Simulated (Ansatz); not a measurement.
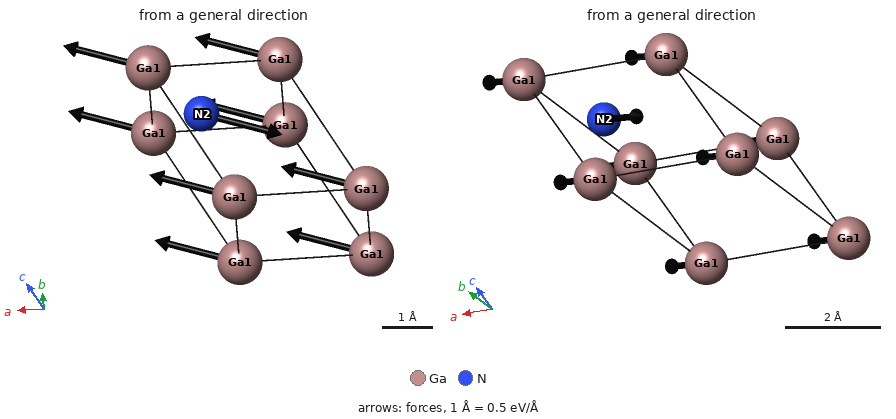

We look at a spheres-only model of the crystal from two general directions. The edges of the simulation cell are marked. The arrows are the computed forces on the atoms.

System: GaN. Computed with DFT r2SCAN, scalar-relativistic, plane waves, PAW (Ansatz 0.2.0). Settings: a plane-wave cutoff of 500 eV, a 10×10×10 sampling of the Brillouin zone, Gaussian smearing of 0.05 eV, no spin polarisation.

Is the structure at rest?

Answer. No. The atoms still feel forces of up to about 0.69 eV/Å, far above a usual threshold of 0.01 to 0.03 eV/Å.

Which atom feels the largest force?

Answer. Ga1 and N2, about 0.69 eV/Å.

The model was built from a structure listed in the Materials Project. The cell was then strained or its atoms displaced on purpose. It was run through Ansatz as a DFT input.
